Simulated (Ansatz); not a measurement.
**MgO (Fm-3m):Li_i (void), thermodynamic levels from a 54-atom cell**

Aim: at which Fermi levels does Li_i (void) in MgO (Fm-3m) change its charge? The model is a cell of 54 host atoms with 1 Li put in.

Program: Ansatz 0.2.0. Level of theory: place-levels on r2SCAN runs: charge-transition levels and formation energies with image-charge correction and potential alignment at the atomic sites; PAW set soft_1. Results are calculated unless marked as measured.

Experimental background.

“Electronic structure of alkaline earth and post-transition metal oxides” (2009, arxiv:0908.1581) quotes from earlier work for MgO, rocksalt (bulk crystal): band gap (literature experimental gap) 7.83 eV [Literature value based on experiment; other listed experimental values range from 7.7 to …].

## Step 1: Starting point

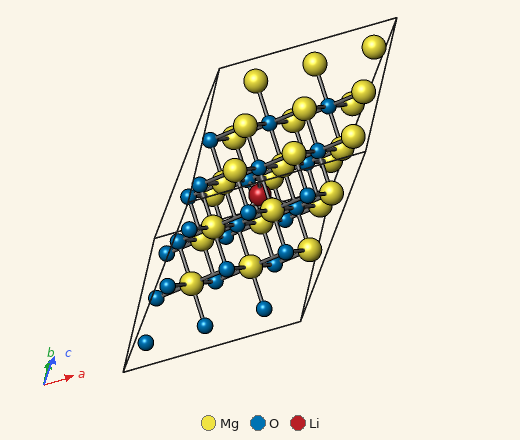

The cell as given, from a free direction (magnesium yellow, oxygen blue, lithium red). Bonds to atoms that aren't drawn are left out.

The cell holds 55 atoms: 27 Mg, 27 O and 1 Li. Its edges and angles: a = 8.925 Å, b = 8.925 Å, c = 8.925 Å, α = 60.0°, β = 60.0°, γ = 60.0°. It derives from MgO (space group Fm-3m). Nearest the centre at fractional (0.250, 0.250, 0.917): Li55 at 0.00 Å, Mg25 at 1.82 Å, O2 at 1.82 Å, Mg19 at 1.82 Å, O24 at 1.82 Å, O12 at 1.82 Å, Mg7 at 1.82 Å, Mg29 at 1.82 Å.

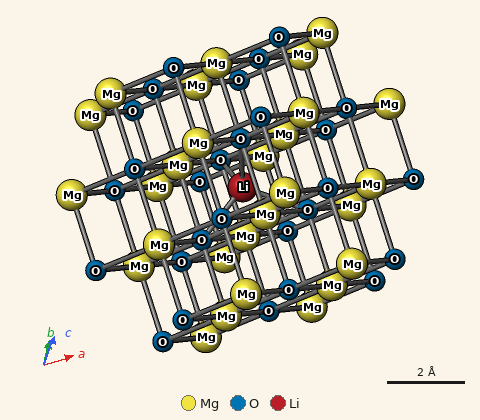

The atoms within 5 Å of the centre.

Structure file:

```xyz
55
Lattice="0.0000 6.3112 6.3112 6.3112 0.0000 6.3112 6.3112 6.3112 0.0000" Properties=species:S:1:pos:R:3 pbc="T T T"
Mg    0.0000    0.0000    0.0000
O     2.1037    2.1037    2.1037
Mg    2.1037    2.1037    0.0000
O     4.2075    4.2075    2.1037
Mg    4.2075    4.2075    0.0000
O     6.3112    6.3112    2.1037
Mg    2.1037    0.0000    2.1037
O     4.2075    2.1037    4.2075
Mg    4.2075    2.1037    2.1037
O     6.3112    4.2075    4.2075
Mg    6.3112    4.2075    2.1037
O     8.4150    6.3112    4.2075
Mg    4.2075    0.0000    4.2075
O     6.3112    2.1037    6.3112
Mg    6.3112    2.1037    4.2075
O     8.4150    4.2075    6.3112
Mg    8.4150    4.2075    4.2075
O    10.5187    6.3112    6.3112
Mg    0.0000    2.1037    2.1037
O     2.1037    4.2075    4.2075
Mg    2.1037    4.2075    2.1037
O     4.2075    6.3112    4.2075
Mg    4.2075    6.3112    2.1037
O     6.3112    8.4150    4.2075
Mg    2.1037    2.1037    4.2075
O     4.2075    4.2075    6.3112
Mg    4.2075    4.2075    4.2075
O     6.3112    6.3112    6.3112
Mg    6.3112    6.3112    4.2075
O     8.4150    8.4150    6.3112
Mg    4.2075    2.1037    6.3112
O     6.3112    4.2075    8.4150
Mg    6.3112    4.2075    6.3112
O     8.4150    6.3112    8.4150
Mg    8.4150    6.3112    6.3112
O    10.5187    8.4150    8.4150
Mg    0.0000    4.2075    4.2075
O     2.1037    6.3112    6.3112
Mg    2.1037    6.3112    4.2075
O     4.2075    8.4150    6.3112
Mg    4.2075    8.4150    4.2075
O     6.3112   10.5187    6.3112
Mg    2.1037    4.2075    6.3112
O     4.2075    6.3112    8.4150
Mg    4.2075    6.3112    6.3112
O     6.3112    8.4150    8.4150
Mg    6.3112    8.4150    6.3112
O     8.4150   10.5187    8.4150
Mg    4.2075    4.2075    8.4150
O     6.3112    6.3112   10.5187
Mg    6.3112    6.3112    8.4150
O     8.4150    8.4150   10.5187
Mg    8.4150    8.4150    8.4150
O    10.5187   10.5187   10.5187
Li    7.3631    7.3631    3.1556
```

The host's dielectric constants go in as inputs: 3.24 for the electrons alone, 10.37 with the ions, from a response run on this crystal (DFPT, PBEsol) at that run's own cell.

The cell's shortest repeat is 8.9 Å.

## Step 2: The runs of each charge state

Levels follow from differences of total energies between charge states, each relaxed by itself.

Each atom starts 0.05 Å or so off its site in a random direction: a symmetric start keeps its symmetry, and would miss off-centre moves and Jahn–Teller distortions. Forces are taken at one point at (¼, ¼, ¼). The cell holds 1 electron fewer than the neutral one, with a uniform background that keeps it neutral on the whole.

The sampling was tested on the host first: at the k-points planned (1x1x1 shifted 0.25 0.25 0.25) its energy lies 0.020 eV an atom from the dense-mesh value, under the bound of 0.02 eV set for this test; that bounds the host's error, not the defect's.

One of the inputs; charge, spin and start change from state to state.

The input, qp1.relax/input.yaml:

```yaml
crystal:
  lattice:
    - [0.0, 2.10374764, 2.10374764]
    - [2.10374764, 0.0, 2.10374764]
    - [2.10374764, 2.10374764, 0.0]
  atoms:
    - { symbol: Mg, position: [0.0, 0.0, 0.0] }
    - { symbol: O, position: [0.5, 0.5, 0.5] }
  supercell: [3, 3, 3]
  defects: [{ interstitial: { symbol: Li, position: [0.25, 0.25, 0.916667] } }]
total_charge: 1
basis:
  ecutwfc: 500
  xc_grid: 2
hamiltonian:
  xc: r2scan
  pseudopotentials: { kind: paw, azcp: { folder: soft_1 } }
kpoints:
  mp_grid: { grid: [1, 1, 1], shift: [0.25, 0.25, 0.25] }
scf:
  occupations: { method: fixed }
  max_iter: 100
output:
  forces: true
  charged_corrections: { epsilon: 3.24, static_epsilon: 10.37 }
relax:
  f_tol: 0.02
  max_steps: 80
  random_displacement: { amplitude: 0.05, seed: 1627 }
checkpoint:
  write: "../qp1.relax.run"
  compress: false
  write_wavefunctions: true
  write_every: 100000
```

The run is started by

```
$ ansatz run input.yaml --threads 4 --pin off --max-ram 7536MiB --backend cpu --events-out ev --progress --plain --runs-dir out
```

The relaxed structure is kept and the sampling changed to a 2×2×2 shifted mesh.

The run of this state that the levels use, under r2SCAN:

The input, qp1.point/input.yaml:

```yaml
crystal:
  checkpoint: "../qp1.relax.run"
  host: checkpoint
total_charge: 1
basis:
  ecutwfc: 500
  xc_grid: 2
hamiltonian:
  xc: r2scan
  pseudopotentials: { kind: paw, azcp: { folder: soft_1 } }
kpoints:
  mp_grid: { grid: [2, 2, 2], shift: [0.5, 0.5, 0.5] }
scf:
  occupations: { method: fermi_dirac, width: 0.01 }
  max_iter: 100
output:
  forces: true
  eigenvalues: true
  charged_corrections:
    epsilon: 3.24
    static_epsilon: 10.37
    defect_position: [0.25, 0.25, 0.916667]
  eigenstates: { localisation: true }
  populations: true
  band_densities: [{ bands: [v1, v1] }, { bands: [c1, c1] }]
  write_density: true
  write_potential: true
  volumetric_format: npy
  elf: true
checkpoint:
  read: "../qp1.relax.run"
  write: "../qp1.point.run"
  compress: false
  write_wavefunctions: false
  write_every: 100000
```

Relaxations under r2SCAN at one point at (¼, ¼, ¼); times on 4 threads of Arm Neoverse V2, shared host:

| charge | moment (μB) | occupations | outcome | steps | largest displacement against the far atoms (Å) | time |
| --- | --- | --- | --- | --- | --- | --- |
| 0 | 1 | fixed | converged | 8 | 0.23 | 2.9 min |
| +1 | 0 | fixed | converged | 4 | 0.23 | 44 s |

Single points under r2SCAN at a 2×2×2 shifted mesh; times on 4 threads of Arm Neoverse V2, shared host:

| charge | moment (μB) | occupations | outcome | time |
| --- | --- | --- | --- | --- |
| 0 | 1 | fermi-dirac | converged | 2 min |
| +1 | 0 | fermi-dirac | converged | 48 s |

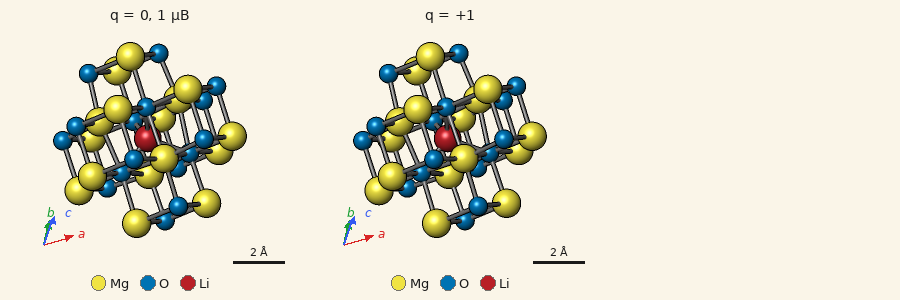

The structures near the centre after relaxation with r2SCAN, by charge.

Distances (Å) from Li55 to the nearest atoms after relaxation with r2SCAN:

| charge | moment (μB) | 1. | 2. | 3. | 4. | 5. | 6. |
| --- | --- | --- | --- | --- | --- | --- | --- |
| 0 | 1 | O 1.78 | O 1.78 | O 1.78 | O 1.78 | Mg 2.05 | Mg 2.05 |
| +1 | 0 | O 1.78 | O 1.78 | O 1.78 | O 1.78 | Mg 2.04 | Mg 2.05 |

## Step 3: Placing the levels, r2SCAN

A charged cell interacts with its images and the background, and its potential has another zero than the host's. place-levels removes the first by a point-charge model, screened by the static dielectric constant since the ions have relaxed around the charge, and the second by comparing potentials at atoms far from the defect.

The host is a run of the defect-free crystal in the same cutoffs, grids and k-points, so that basis and sampling errors cancel in part in the differences. The host is run in a cell of 2 atoms on a matching mesh. Its band edges are searched through the zone by a band path, so the gap is smaller than, or equal to, that on the mesh. Chemical potentials are energies per atom of Li (bcc), run with the same functional and cutoff.

The input, levels.point.yaml:

```yaml
host:
  run: host.point.run
states: [q0_M1.point.run, qp1.point.run]
geometry_from:
  q0_M1.point.run: q0_M1.relax.run
  qp1.point.run: qp1.relax.run
chemical_potentials:
  Li:
    energy: -205.132397
    dataset: <sha256 of the dataset>
epsilon: 3.24
static_epsilon: 10.37
vertical:
  - { from: qp1.point.run, to: qp1.point_neutral.run }
```

The run is started by

```
$ ansatz place-levels levels.point.yaml -- --threads 4 --pin off --max-ram 7536MiB
```

Numbers of over 12 decimals in the logs are rounded to 6 here.

Output:

```text
[... repeated set-up lines and file paths are left out, and long positions are rounded to six places ...]
(+1/0) 5.719 eV above the valence edge (+6.507 eV without the band-filling correction), in the conduction band
formation energy of charge +1: -0.357 eV with the Fermi level at the valence edge
formation energy of charge 0: +5.362 eV with the Fermi level at the valence edge
vertical +1 to 0: no energy, since no alignment is typed
  the change from vertical[0].from (qp1.point.run) to vertical[0].to (qp1.point_neutral.run): by its potential at epsilon 3.24 it stands at 0.270 0.272 0.936, with an rms radius of about 5.2 Å (3.0 3.0 3.0 Å across the planes of the cell's vectors); [...]
  edges by r2scan, gap 5.678 eV; the host is sampled to repeats of 17.85 Å
  the defect's cells are sampled to repeats of 17.85 Å, like sampling
  charge +1: -67667.8834 eV with its correction of +0.378 eV, at epsilon 10.37, aligned at sites: +0.1260 eV, mean over 22 atomic sites at or beyond 4.46 Å from the defect at [0.2500, 0.2500, 0.9167], with +0.000000 for the charge's moments and without [...]
  charge 0: +0.000 eV for its dipole among its images, +0.000 omitted
  of states[1] (qp1.point.run): it parts from the run at its places by a charge that spreads by about 3 Å along one vector (1.3 Å or more is wide), by its potential at epsilon 3.24, taken for that of held ions (one typed too small widens it), where the cell [...]
  of states[0] (q0_M1.point.run): a band-filling correction moves a carrier to the host's band edge, which changes its energy by -0.788 eV; [...]
  of vertical[0].from (qp1.point.run): it parts from the run at its places by a charge that spreads by about 3 Å along one vector (1.3 Å or more is wide), by its potential at epsilon 3.24, taken for that of held ions (one typed too small widens it), where the [...]
  of vertical[0].to (qp1.point_neutral.run): its moments are held at its close (magnetization.spin_locking), by a field of 0.418 eV a Bohr magneton, and its energy and levels are of the state that this holds: a run that lets them go can end lower; [...]
```

Wall time 0.16 s (4 threads of Arm Neoverse V2, shared host).

Levels between the charges placed, in eV above the valence top:

|  | gap (eV) | (+1/0) |
| --- | --- | --- |
| r2SCAN | 5.68 | 5.72 |

Corrections by state:

| charge | moment (μB) | image terms and alignment (eV) | band filling (eV) | ε used | over the lowest of its charge, as the program ranks them, band filling apart (eV) |
| --- | --- | --- | --- | --- | --- |
| +1 | 0.0 | 0.378 | - | 10.37 | 0.000 |
| 0 | 1.0 | 0.000 | -0.788 | - | 0.000 |

The charged structures listed were also run neutral, and place-levels reads from each pair, by the potential or the spins, how wide the charge is by which they differ; that can be the carrier of either run.

| charge | rms radius (Å) | spread where it is widest against the cell (Å) | wide from (Å) | reading |
| --- | --- | --- | --- | --- |
| +1 | 5.2 | 3.01 | 1.26 | wide |

The neutral runs of these pairs need not share the spin of the lowest neutral state, and very wide values only mean spread over the cell.

From the program's caveats on the states, each cut to its opening words:

- charge +1: it parts from the run at its places by a charge that spreads by about 3 Å along one vector (1.3 Å or more is wide), by its potential at epsilon 3.24, taken for [...]
- charge +1: its alignment with the host at atomic sites is doubtful: the mean over the far sites moves by -0.0664 eV from their farther parts to their nearer, more than [...]
- charge 0 (1 μB): a band-filling correction moves a carrier to the host's band edge, which changes its energy by -0.788 eV
- charge 0 (1 μB): its alignment with the host at atomic sites is doubtful: the mean over the far sites moves by -0.0839 eV from their farther parts to their nearer, more than [...]
- charge 0 (1 μB): its moments are held at its close (magnetization.spin_locking), by a field of 0.418 eV a Bohr magneton, and its energy and levels are of the state that this [...]
- charge 0 (1 μB): flagged: stability check not made

Chemical potentials of the elements' reference phases, run alike. Formation energies (elemental references), with the Fermi level at the valence top and at the conduction bottom (gap 5.68 eV):

| charge | at valence top (eV) | at conduction bottom (eV) | correction included (eV) |
| --- | --- | --- | --- |
| +1 | -0.36 | 5.32 | 0.38 |
| 0 | 5.36 | 5.36 | -0.79 |

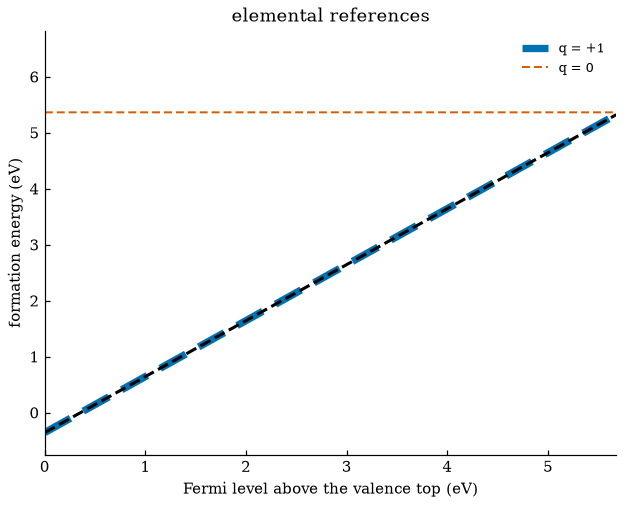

Formation energy against Fermi level; the thick line follows the lowest charge state.

## Step 4: Effect of the sampling

The relaxations' own energies give the levels at their sampling, for comparison.

The input, levels.relax_mesh.yaml:

```yaml
host:
  run: host.relax.run
states: [q0_M1.relax.run, qp1.relax.run]
chemical_potentials:
  Li:
    energy: -205.132397
    dataset: <sha256 of the dataset>
```

The run is started by

```
$ ansatz place-levels levels.relax_mesh.yaml -- --threads 4 --pin off --max-ram 7536MiB
```

Output:

```text
[...]
formation energy of charge +1: -0.352 eV with the Fermi level at the valence edge
formation energy of charge 0: +5.352 eV with the Fermi level at the valence edge
  edges by r2scan, gap 5.659 eV; the host is sampled to repeats of 8.93 Å
[... the lines on each state left out ...]
```

The job ended after 0.07 s (4 threads).

Levels between neighbouring charges, in eV above the valence top:

|  | gap (eV) | (+1/0) |
| --- | --- | --- |
| one point at (¼, ¼, ¼) | 5.66 | 5.70 |
| a 2×2×2 shifted mesh | 5.68 | 5.72 |

Going from one point at (¼, ¼, ¼) to a 2×2×2 shifted mesh moves formation energies against the elements by up to 0.01 eV; band-filling terms, which differ between samplings, are in these energies.

## Step 5: Summary of results

- gap of the host: 5.68 eV (r2SCAN)
- level (plus 1/0): 5.72 eV above the valence top, past the conduction bottom (6.51 eV above the valence top without the band-filling term)
- lowest of the charges placed, just above the valence top (0.02 eV): +1
- lowest of the charges placed, just below the conduction bottom (0.02 eV): +1
- lowest formation energy at mid-gap of the charges run, elemental references: 2.48 eV

In words: Of the charges placed (0 and +1), +1 is the lowest from 0.02 eV above the valence top to 0.02 eV below the conduction bottom, a gap of 5.68 eV. Charges above +1 and below 0 were not placed, so these runs say nothing of levels that involve them. States placed: +1 at 0 μB; 0 at 1 μB. Other spin states or structures, where not listed, weren't placed. The program finds carriers beyond a band edge of the host and adds a band-filling term at charge 0 (-0.79 eV); steps to such a charge show no bound level, and a defect level inside a band would be read the same way. Li is taken at its element; compounds, which aren't counted here, bound the chemical potentials and would shift these formation energies. Going from one point at (¼, ¼, ¼) to a 2×2×2 shifted mesh moves formation energies against the elements by up to 0.01 eV; band-filling terms, which differ between samplings, are in these energies. The program doubts the alignment of potentials for at least one state, a sign that the cell is small. Keep in mind: the images are only 8.9 Å apart; r2SCAN makes the gap too small and tends to spread out bound carriers; where a gas molecule sets a chemical potential or the host's formation energy, its binding is uncorrected.

Calculation against experiment:

| quantity | measured | r2SCAN |
| --- | --- | --- |
| band gap (least gap of the host) (eV) | 7.83 | 5.68 (-2.15 eV) |

Measured values from arxiv:0908.1581 (2009).

**Verdict.** The band gap is off by -2.15 eV: a clear miss. Local and semilocal functionals usually give gaps below the measured ones. Zero-point and thermal motion shift the measured gap.

[Logs are printed without paths, hosts, clocks, repeated set-up lines and the standing remarks that a program may print on its own settings, such as how far it seeks lower states.]

[Hosts, paths, dates, database ids (printed as entryN), source tags and the programs' standing remarks are cut or masked in the printed files.]

[Where a table of states has a column of steps, it counts the stored structures, which are thinned; the runs took as many ionic steps or more.]

[A defect's name tells the site on which it was built; relaxed atoms can leave that site.]

[For some hosts the program warned that the k-mesh of the response run may be too coarse for force constants and the static dielectric constant; such warnings are not shown here.]
